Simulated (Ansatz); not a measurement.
**How the gap and the level of C_N in AlN (P6_3mc) follow the exchange fraction**

Aim: the (0/−1) level of C_N in AlN (P6_3mc) as a function of the share of exact exchange, with the cost of each choice. The model is a cell of 128 host atoms with 1 N taken out and 1 C put in; the atoms are relaxed once and then held.

Program: Ansatz 0.2.0. Level of theory: plane-wave PAW DFT; relaxations with PBEsol, then single points with PBEsol and PBE0 form with several shares of exact exchange, on supercells at fixed charge in a uniform background. Results are calculated unless marked as measured.

### Step 1. Starting point

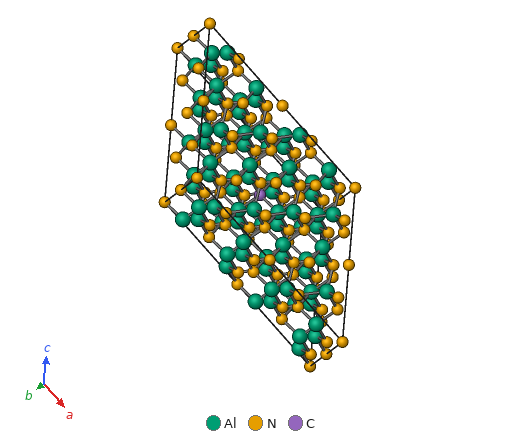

The cell as given, slightly off an axis (aluminium teal, nitrogen orange, carbon purple). Bonds to atoms that aren't drawn are left out. Some periodic images of atoms are drawn too.

The cell holds 128 atoms: 64 Al, 63 N and 1 C. Its edges and angles: a = 14.686 Å, b = 14.686 Å, c = 11.753 Å, α = 125.1°, β = 125.1°, γ = 94.5°. It derives from AlN (space group P6_3mc). Nearest the centre at fractional (0.554, 0.637, 0.750): C121 at 0.00 Å, Al55 at 1.89 Å, Al102 at 1.89 Å, Al117 at 1.89 Å, Al51 at 1.90 Å, N109 at 3.07 Å, N32 at 3.07 Å, N112 at 3.07 Å. The cell carries charge −1.

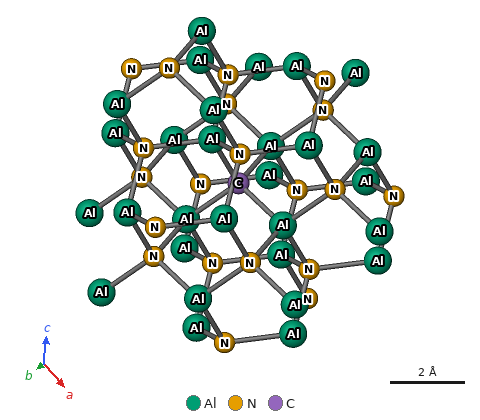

The atoms within 5 Å of the centre.

The host's dielectric constants go in as inputs: (4.50, 4.50, 4.73) for the electrons alone, (8.20, 8.20, 9.74) with the ions, computed on the host (DFPT, PBEsol).

The cell's shortest repeat is 11.8 Å.

### Step 2. Relaxing both charge states, PBEsol

The study needs fixed structures, so each charge is relaxed once, at one point at (¼, ¼, ¼), from small random displacements that break the symmetry of the site.

The input, qm1.relax/input.yaml:

```yaml
crystal:
  lattice:
    - [-4.67041106, 2.69646303, 4.9836768]
    - [4.67041106, -2.69646303, 4.9836768]
    - [1.55680365, 2.69646308, -4.9836768]
  atoms:
    - { symbol: Al, position: [0.416184, 0.08285, 0.0] }
    - { symbol: Al, position: [0.416184, 0.58285, 0.5] }
    - { symbol: Al, position: [0.916184, 0.08285, 0.5] }
    - { symbol: Al, position: [0.916184, 0.58285, 0.0] }
    - { symbol: Al, position: [0.33285, 0.166184, 0.5] }
    - { symbol: Al, position: [0.33285, 0.666184, 0.0] }
    - { symbol: Al, position: [0.83285, 0.166184, 0.0] }
    - { symbol: Al, position: [0.83285, 0.666184, 0.5] }
    - { symbol: "N", position: [0.10715, 0.273816, 0.5] }
    - { symbol: "N", position: [0.10715, 0.773816, 0.0] }
    - { symbol: "N", position: [0.60715, 0.273816, 0.0] }
    - { symbol: "N", position: [0.60715, 0.773816, 0.5] }
    - { symbol: "N", position: [0.023816, 0.35715, 0.0] }
    - { symbol: "N", position: [0.023816, 0.85715, 0.5] }
    - { symbol: "N", position: [0.523816, 0.35715, 0.5] }
    - { symbol: "N", position: [0.523816, 0.85715, 0.0] }
  supercell: [2, 2, 2]
  defects: [{ substitution: { at: 120, symbol: C } }]
total_charge: -1
basis:
  ecutwfc: 420
  xc_grid: 2
hamiltonian:
  xc: pbesol
  pseudopotentials: { kind: paw, azcp: { folder: soft_1 }, xc_functional: pbe }
kpoints:
  mp_grid: { grid: [1, 1, 1], shift: [0.25, 0.25, 0.25] }
scf:
  occupations: { method: fixed }
  max_iter: 60
output:
  forces: true
  charged_corrections:
    epsilon: [4.5, 4.5, 4.73]
    static_epsilon: [8.2, 8.2, 9.74]
    defect_position: [0.553575, 0.636908, 0.75]
relax:
  f_tol: 0.015
  max_steps: 60
  random_displacement: { amplitude: 0.04, seed: 40 }
checkpoint:
  write: "../qm1.relax.run"
  compress: false
  write_wavefunctions: true
  write_every: 100000
```

The run is started by

```
$ ansatz run input.yaml --threads 32 --pin off --max-ram 84787MiB --backend cuda --events-out ev --progress --plain --runs-dir out --max-vram 78GiB
```

Numbers of over 12 decimals in the logs are rounded to 6 here.

The log of the run:

```text
[... repeated set-up lines and file paths are left out, and long positions are rounded to six places ...]
Engine: ansatz 0.2.0, aarch64-unknown-linux-gnu
Pseudopotentials: kind: paw
Pseudopotential: Al, paw, valence charge 3, recommended cutoff 420 eV (normal), soft_1/Al.paw.azcp
Pseudopotential: N, paw, valence charge 5, recommended cutoff 420 eV (normal), soft_1/N.paw.azcp
Pseudopotential: C, paw, valence charge 4, recommended cutoff 420 eV (normal), soft_1/C.paw.azcp
Functional definition: PBEsol
  exchange = pbesol_x
  correlation = pbesol_c
[...]
Crystal: 128 atoms, lattice volume = 1338.931 Å³
Basis set: ecut = 420 eV, 26161 PW (Γ), exchange–correlation on 200×200×160 points (8 copies of the dense FFT grid, shifted against one another)
Bands: 384, of which v1, the nominal top of the filled ones, is band 256 counted from 1 (255 counted from 0)
Symmetry: 1 space group operations
k-points: 1
Non-local potential: Al, projectors of the file, l = 0: 2, l = 1: 2, l = 2: 1
Non-local potential: N, projectors of the file, l = 0: 2, l = 1: 2, l = 2: 1
Non-local potential: C, projectors of the file, l = 0: 2, l = 1: 2, l = 2: 1
PAW form: soft (Blöchl's): semilocal exchange-correlation on the pseudo side does not see the compensation charge
PAW frozen core: Al, regenerated for the run's functional, and the local potential with it (the file was generated under x = pbe(κ = 0.804, μ = 0.219515), c = pbe(β = 0.066725))
PAW frozen core: N, regenerated for the run's functional, and the local potential with it (the file was generated under x = pbe(κ = 0.804, μ = 0.219515), c = pbe(β = 0.066725))
PAW frozen core: C, regenerated for the run's functional, and the local potential with it (the file was generated under x = pbe(κ = 0.804, μ = 0.219515), c = pbe(β = 0.066725))
PAW one-centre angular grid: Al, 110 points (default); XC on 64 Gauss nodes
PAW one-centre angular grid: N, 110 points (default); XC on 64 Gauss nodes
PAW one-centre angular grid: C, 110 points (default); XC on 64 Gauss nodes
Initial density: superposition of atomic densities (chi_scale 0.1, normalization cell, long waves kept (reshape's long-wave potential 0.15 eV rms))
Initial wavefunctions: pseudopotential atomic-orbital guess
[...]
Functional: x = pbesol(κ = 0.804, μ = 0.123457), c = pbesol(β = 0.046)
SCF iter   1: F=—  HF=-57922.389245 eV  |Δ(HF+E_count)|=         —  Δρ=1.29e-1  dr2=2.82e2  Hψ=1197
preconditioner: auto → Resta (q_TF=auto, 2.324 Å⁻¹)  ε∞=3.6  [insulator: Δε(μ)=6.246 eV  Ē_g=14.165 eV  n_scr=288 (ndim 8)  ℏωp=23.0 eV  f_vac=0.000  ε∞_Penn≈3.6]
SCF iter   2: F=—  HF=-57839.773662 eV  |Δ(HF+E_count)|=    8.26e1  Δρ=4.46e-2  dr2=1.66e1  Hψ=663
[...]
SCF iter   9: F=-57834.846325 eV  HF=-57834.846326 eV  |Δ(HF+E_count)|=   6.10e-7  Δρ=9.42e-6  dr2=1.16e-6  Hψ=900
SCF 1 converged in 9 iterations: F = -57834.846325 eV  dr2 = 1.16e-6
[... from here on, the SCF cycles and remarks between the steps are left out, and one step in 2 is shown ...]
relax step   1: F+E_penalty+E_count = -57834.84632530 eV  Δ(F+E_penalty+E_count) = +0.000e0 eV  max|allowed force component| = 2.051e0 eV/Å  Δτ_max = 0.0000 Å  (9 SCF iters, dr2 threshold 5.63e-6 eV, accepted)
relax step   2: F+E_penalty+E_count = -57836.58746545 eV  Δ(F+E_penalty+E_count) = -1.741e0 eV  max|allowed force component| = 1.048e0 eV/Å  Δτ_max = 0.0483 Å  (6 SCF iters, dr2 threshold 1.00e-4 eV, accepted)
relax step   4: F+E_penalty+E_count = -57837.34137637 eV  Δ(F+E_penalty+E_count) = -4.844e-1 eV  max|allowed force component| = 1.493e-1 eV/Å  Δτ_max = 0.1473 Å  (6 SCF iters, dr2 threshold 1.00e-4 eV, accepted)
relax step   6: F+E_penalty+E_count = -57837.34828889 eV  Δ(F+E_penalty+E_count) = +1.981e-4 eV  max|allowed force component| = 2.143e-2 eV/Å  Δτ_max = 0.0032 Å  (5 SCF iters, rejected (line search))
relax step   8: F+E_penalty+E_count = -57837.34828849 eV  Δ(F+E_penalty+E_count) = +1.987e-4 eV  max|allowed force component| = 2.149e-2 eV/Å  Δτ_max = 0.0032 Å  (5 SCF iters, rejected (line search))
relax step   9: F+E_penalty+E_count = -57837.34863206 eV  Δ(F+E_penalty+E_count) = -1.449e-4 eV  max|allowed force component| = 3.547e-3 eV/Å  Δτ_max = 0.0016 Å  (5 SCF iters, accepted)
[...]
NSCF: frozen V_eff on 1 k-points
[...]
SCF converged after 5 iterations
Free energy (F): -57837.348632 eV
Harris-Foulkes:  -57837.348632 eV  (|F-HF|=8.90e-9)
Internal energy: -57837.348632 eV  (E = F + TS)
E sigma→0 (E₀):  -57837.348632 eV
Fermi energy:    7.758232 eV
--- Per-component energies (eV) ---
  E_band       = 921.702071
  E_kinetic    = 9958.189506
  E_local      = -13307.844306  (includes V_loc(G=0)·N_el)
  E_nonlocal   = 2863.538375
  E_hartree    = 4876.991802
  E_xc         = -6270.454784
  E_vxc        = -6813.346709  (∫ρ·V_xc dr)
  E_paw        = -37118.053167  (= ΣΔE_a)
  E_vpaw       = -1532.871328  (= ΣTr[D̂ρ^β])
  E_aug_tail   = 0.053006  (compensation charges beyond the density's cutoff)
  E_ewald      = -18842.785290
  E_core_change = 3.016226  (= ΣΔE_core)
  E_smearing   = -0.000000  (= −TS)
  E_closure    = 0.000000  (closes the sum)
  E_deformation_potential = -17.153889  (in the stress; not in F)
  Σ components = -57837.348632   (vs F -57837.348632, Δ=0.00e0)
--- Forces (eV/Å), atoms counted from 1 ---
  atom   1  Al     0.00044843     0.00079313    -0.00078913
  atom   2  Al     0.00073306     0.00117658    -0.00001372
  [... 4 atoms left out ...]
  [... 122 more lines of this table ...]
  max |Σ_I F_I| component: 1.29e-5 eV/Å
--- Charged-cell corrections in eV (Makov–Payne, q = -1.000 e, ε = [8.200, 8.200, 9.740]) ---
  F (periodic)     = -57837.348632  (uncorrected; the corrections below are reported, never added to it)
  E_corr1          = +0.216357  (monopole, q²α_M/2ε̄L, of the cell on which ε is isotropic)
  F Makov-Payne    = -57837.132275  (F + E_corr1; no measured alignment; for a localised charge, not one spread in a band: unchecked)
  no potential alignment in this run, which stands beside a crystal: run the host's input off ansatz write-host-input, and read the two finished runs by ansatz place-levels (neither reads a slab, a wire or a sheet, whose cell leaves a vacuum)
--- Band table (eV) ---
  k-point 0: bands = ["-7.9222", "-7.8413", "-7.5204", "-7.5108", "-7.4702", "-7.3480", "-7.0964", "-7.0659", "-6.8657", "-6.8535", [... rest cut ...]
--- Relaxed structure (9 steps of the walk, 7 accepted, 0 SCFs on fresh bases) ---
  F+E_penalty+E_count = -57837.34863206 eV   max|allowed force component| = 3.547e-3 eV/Å
  atoms:
    - { symbol: Al, position: [0.208267, 0.042222, 0.000724] }
    - { symbol: Al, position: [0.208677, 0.292983, 0.251629] }
    [... 4 atoms left out ...]
  [... 122 more lines of this table ...]
```

The job ended after 11 s (1 × NVIDIA GB200 with 32 threads of Arm Neoverse V2, shared host; peak memory 1.7 GiB; 39 s of CPU time).

Relaxation path:

| step | energy less that of the first step (eV) | largest force component (eV/Å) |
| --- | --- | --- |
| 1 | 0.0000 | 2.0506 |
| 2 | -1.7411 | 1.0477 |
| 3 | -2.0107 | 2.7044 |
| 4 | -2.4951 | 0.1493 |
| 5 | -2.5022 | 0.0160 |
| 6 | -2.5020 | 0.0214 |
| 7 | -2.5022 | 0.0160 |
| 8 | -2.5020 | 0.0215 |
| 9 | -2.5023 | 0.0035 |

Relaxation steps 6, 8 were tried and not accepted.

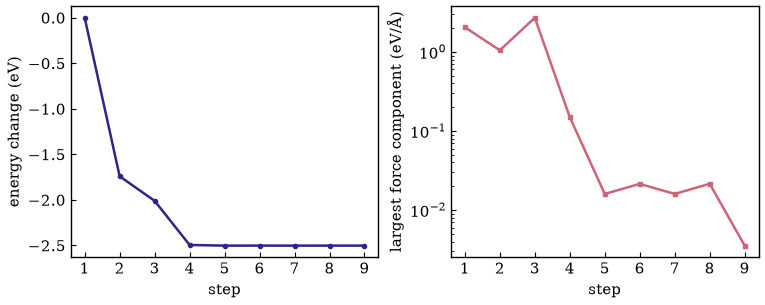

Energy and largest force along the relaxation.

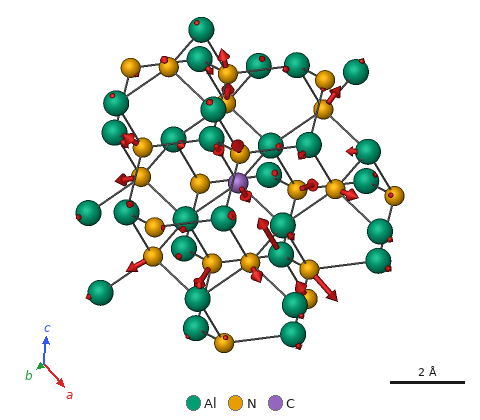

Displacements in the relaxation from the typed sites near the centre, exaggerated, the mean shift taken out; the longest in the cell stands for 0.07 Å.

The atoms that moved most (Å, from the sites as typed, ahead of the random displacement, the mean shift of all atoms taken out):

| atom | dx | dy | dz | length |
| --- | --- | --- | --- | --- |
| Al114 | 0.000 | 0.000 | -0.070 | 0.070 |
| N127 | -0.032 | 0.019 | 0.035 | 0.051 |
| N125 | 0.000 | -0.035 | 0.030 | 0.046 |
| N112 | 0.030 | 0.018 | 0.030 | 0.046 |
| N94 | -0.013 | 0.007 | -0.032 | 0.035 |
| N12 | -0.009 | -0.033 | -0.002 | 0.034 |
| N108 | 0.024 | 0.024 | -0.002 | 0.034 |
| N106 | 0.033 | 0.005 | 0.004 | 0.034 |

Neighbours of C121 at the end:

| atom | distance (Å) |
| --- | --- |
| Al102 | 1.889 |
| Al55 | 1.889 |
| Al117 | 1.891 |
| Al51 | 1.911 |
| Al114 | 2.977 |
| N112 | 3.090 |
| N125 | 3.090 |
| N127 | 3.096 |
| N32 | 3.130 |
| N109 | 3.130 |
| N94 | 3.135 |
| N107 | 3.145 |
| N90 | 3.145 |
| N12 | 3.147 |
| N108 | 3.147 |
| N59 | 3.147 |

| charge | moment set (μB) | steps | largest displacement (Å) | time |
| --- | --- | --- | --- | --- |
| −1 | 0 | 9 | 0.07 | 11 s |
| 0 | 1 | 12 | 0.08 | 21 s |

The relaxation ends 20 meV an atom lower than the displaced start, with a largest force component of 0.0035 eV/Å.

### Step 3. First setting: 0 (PBEsol)

Exact exchange opens the gap of the host. A level of a localised state need not follow either band edge, so its distance to each edge changes. The single points sample the zone centre alone.

The input, qm1.a0/input.yaml:

```yaml
crystal:
  checkpoint: "../qm1.relax.run"
  host: checkpoint
total_charge: -1
basis:
  ecutwfc: 420
  xc_grid: 2
hamiltonian:
  xc: pbesol
  pseudopotentials: { kind: paw, azcp: { folder: soft_1 }, xc_functional: pbe }
kpoints:
  mp_grid: { grid: [1, 1, 1] }
scf:
  occupations: { method: fixed }
  max_iter: 60
output:
  forces: true
  charged_corrections:
    epsilon: [4.5, 4.5, 4.73]
    static_epsilon: [8.2, 8.2, 9.74]
    defect_position: [0.553575, 0.636908, 0.75]
  eigenvalues: true
  eigenstates: { localisation: true }
checkpoint:
  read: "../qm1.relax.run"
  write: "../qm1.a0.run"
  compress: false
  write_wavefunctions: false
  write_every: 100000
```

The log of the run:

```text
[...]
crystal.checkpoint: the structure is that of <dir>, a `relax` run, at its step 9: its result, under pbesol at a charge of -1 e; 128 atoms read, 0 with a starting moment; crystal.structure_sha256 for this input is
[...]
device memory: the entry about to start is reckoned to put 4.3 GiB on a device that reports 181.8 GiB free (of which the cap on the GPU budget leaves the run 78.0 GiB)
GPU FFT provider: cuFFT
GPU libraries: cuBLAS 13.8.1, cuFFT 12.4.0, cuSOLVER 12.3.2
GPU matrix products: emulated (plane waves: as basis.precision tells), large ones in fixed point in workspaces of 1.00 GiB
Crystal: 128 atoms, lattice volume = 1338.931 Å³
Basis set: ecut = 420 eV, 26161 PW (Γ), exchange–correlation on 200×200×160 points (8 copies of the dense FFT grid, shifted against one another)
Bands: 384, of which v1, the nominal top of the filled ones, is band 256 counted from 1 (255 counted from 0)
[... 1 set-up line as in the run before ...]
[...]
k-points: 1
[...]
GPU buffer pool allocated for 800000 grid points (all kernels)
GPU transforms: local potential and band sums: pruned to the plane-wave sphere, on 100×100×80
[...]
iter 1 solved again at ethr=5.33e-6 eV; its pass at ethr=3.10e-3 eV (dr2=2.73e-2 eV) is discarded
[...]
SCF iter   6: F=-57835.906805 eV  HF=-57835.906805 eV  |Δ(HF+E_count)|=   3.52e-7  Δρ=2.71e-6  dr2=9.16e-8  Hψ=2982
SCF 1 converged in 6 iterations: F = -57835.906805 eV  dr2 = 9.16e-8
[...]
SCF converged after 6 iterations
Free energy (F): -57835.906805 eV
[...]
Internal energy: -57835.906805 eV  (E = F + TS)
E sigma→0 (E₀):  -57835.906805 eV
Fermi energy:    7.800973 eV
[...]
--- Forces (eV/Å), atoms counted from 1 ---
  atom   1  Al    -0.01503327     0.01045908    -0.01973443
  atom   2  Al    -0.01613423     0.01352498    -0.01640148
  [... 4 atoms left out ...]
  [... 122 more lines of this table ...]
  max |Σ_I F_I| component: 6.17e-5 eV/Å
[...]
F Makov-Payne    = n/a  (the rows are of the electrons' constant alone; ansatz place-levels tells what screens the charge)
[...]
--- Band table (eV) ---
[...]
```

Wall time 2.1 s (1 × NVIDIA GB200 with 32 threads); peak memory 1.4 GiB; 9 s of CPU time.

The column dr2 measures how far the density is from self-consistency, as an energy; F and HF (Harris–Foulkes) agree once it is small.

Both charges and the host at this setting go to place-levels, which corrects for the image charge and aligns the potentials.

The input, levels.a0.yaml:

```yaml
host:
  run: host.a0.run
states: [qm1.a0.run, q0_M1.a0.run]
geometry_from:
  qm1.a0.run: qm1.relax.run
  q0_M1.a0.run: q0_M1.relax.run
  host.a0.run: host.relax.run
chemical_potentials:
  "N":
    energy: -378.476431
    dataset: "<sha256 of the dataset>"
  C:
    energy: -246.668769
    dataset: "<sha256 of the dataset>"
```

The run is started by

```
$ ansatz place-levels levels.a0.yaml -- --threads 32 --pin off --max-ram 84787MiB
```

The log of the run:

```text
(0/-1) 0.929 eV above the valence edge, 3.162 eV under the conduction edge
formation energy of charge 0: +5.065 eV with the Fermi level at the valence edge
formation energy of charge -1: +5.994 eV with the Fermi level at the valence edge
  edges by pbesol, gap 4.091 eV; the host is sampled to repeats of 11.75 Å
  the defect's cells are sampled to repeats of 11.75 Å, like sampling
  charge 0: +0.000 eV for its dipole among its images, +0.000 omitted
  charge -1: -57835.6916 eV with its correction of +0.215 eV, at epsilon [8.2, 8.2, 9.74], aligned at sites: +0.0012 eV, mean over 48 atomic sites at or beyond 5.88 Å from the defect at [0.5536, 0.6369, 0.7500], with -0.000390 for the charge's moments and [...]
  of states[1] (q0_M1.a0.run): its only k-point is the zone centre, where a defect's energies can be off by tenths of an eV or more: see "From the zone centre to a mesh" in the quickstart
  of states[0] (qm1.a0.run): how wide its charge is, is not read beside other atoms or cores, and a band state would take no correction. [...]
```

Run time: 0.17 s. Hardware: 32 threads.

At this setting the gap is 4.091 eV and (0/−1) lies 0.929 eV above the valence top.

### Step 4. The other settings

From the second setting on only the share changes; the first is PBEsol, whose semilocal part differs from that of the hybrids. The next input; the others follow the same pattern (0.2, 0.25, 0.3 and 0.4):

qm1.a10/input.yaml, as its differences from qm1.a0/input.yaml of step 3:

```diff
@@ -8,4 +8,4 @@
 hamiltonian:
-  xc: pbesol
-  pseudopotentials: { kind: paw, azcp: { folder: soft_1 }, xc_functional: pbe }
+  xc: { preset: pbe0, exx: 0.1 }
+  pseudopotentials: { kind: paw, azcp: { folder: soft_1 } }
 kpoints:
@@ -25,3 +25,3 @@
   read: "../qm1.relax.run"
-  write: "../qm1.a0.run"
+  write: "../qm1.a10.run"
   compress: false
```

### Step 5. Result against cost

Times of the states on 1 × NVIDIA GB200 with 32 threads of Arm Neoverse V2, shared host; the host is run again at each setting:

| share of exact exchange | gap (eV) | (0/−1) above the valence top (eV) | under the conduction bottom (eV) | time, both charge states | time, host and placing | peak memory of a state (GiB) |
| --- | --- | --- | --- | --- | --- | --- |
| 0 (PBEsol) | 4.091 | 0.929 | 3.162 | 7.1 s | 2.3 s | 1.8 |
| 0.1 | 5.012 | 1.380 | 3.631 | 30 s | 93 s | 2.4 |
| 0.2 | 5.866 | 1.833 | 4.033 | 33 s | 96 s | 2.5 |
| 0.25 | 6.298 | 2.068 | 4.230 | 37 s | 83 s | 2.3 |
| 0.3 | 6.733 | 2.307 | 4.426 | 36 s | 84 s | 2.4 |
| 0.4 | 7.613 | 2.800 | 4.813 | 37 s | 89 s | 2.8 |

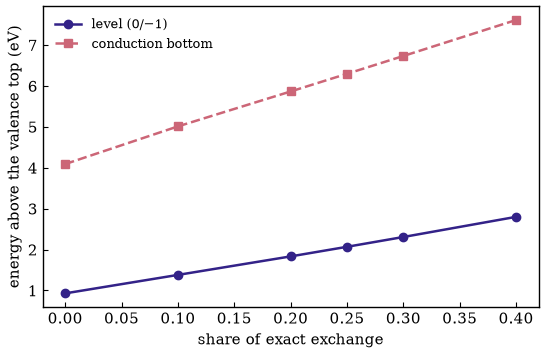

The level against the share of exact exchange.

### Step 6. Summary of results

```
(0/minus 1) level, 0 (PBEsol)      : 0.93 eV
(0/minus 1) level, 0.1             : 1.38 eV
(0/minus 1) level, 0.2             : 1.83 eV
(0/minus 1) level, 0.25            : 2.07 eV
(0/minus 1) level, 0.3             : 2.31 eV
(0/minus 1) level, 0.4             : 2.80 eV
slope of the gap among the hybrids : 0.87 eV per 0.1 of exact exchange
```

What this shows: From a share of 0 (PBEsol) to 0.4 the gap opens from 4.09 to 7.61 eV and (0/−1) moves from 0.93 to 2.80 eV above the valence top. Among the hybrids, by fitted slopes, the level takes 55 % of the gap's opening, between the two edges, as a localised state does. The atoms were held at the semilocal structure, so a distortion that exact exchange would bring is missing. The program warns that hybrid band edges depend on the exchange mesh, which was not varied here; the gaps and slopes may carry that error. Only the charges −1 and 0 were run, each from one start, so (0/−1) need not be a change between stable states. Limits: sampling at the zone centre alone can move energies of charged and open-shell states by tenths of an eV or more in cells of this size; the structures are those of PBEsol; force components of up to 0.59 eV/Å remain in a run at the final settings.

[Logs are printed without paths, hosts, clocks, repeated set-up lines and the standing remarks that a program may print on its own settings, such as how far it seeks lower states.]

[Hosts, paths, dates, database ids (printed as entryN), source tags and the programs' standing remarks are cut or masked in the printed files.]

[Where a table of states has a column of steps, it counts the stored structures, which are thinned; the runs took as many ionic steps or more.]

[For some hosts the program warned that the k-mesh of the response run may be too coarse for force constants and the static dielectric constant; such warnings are not shown here.]
